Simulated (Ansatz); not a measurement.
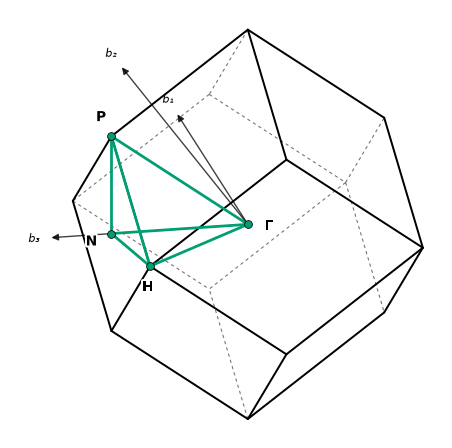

Crystal: Si, the input geometry of an electronic-structure calculation (not necessarily at equilibrium). The figure shows the first Brillouin zone with its special points and a band path. Symmetry computed with spglib at a tolerance of 0.002 Å; standard conventional cell.

Labels and path follow the convention of Hinuma et al. (2017), as computed by seekpath; the arrows show the directions of the reciprocal primitive vectors b₁, b₂, b₃.

What lattice type do the shape and the labels point to?

Answer. A body-centred cubic lattice (cI; extended symbol cI1). The zone is a rhombic dodecahedron in its combinatorial type: 12 faces (12 with 4 edges), 24 edges, 14 vertices.

In which order does the conventional band path visit the special points?

Answer. Γ–H–N–Γ–P–H | P–N
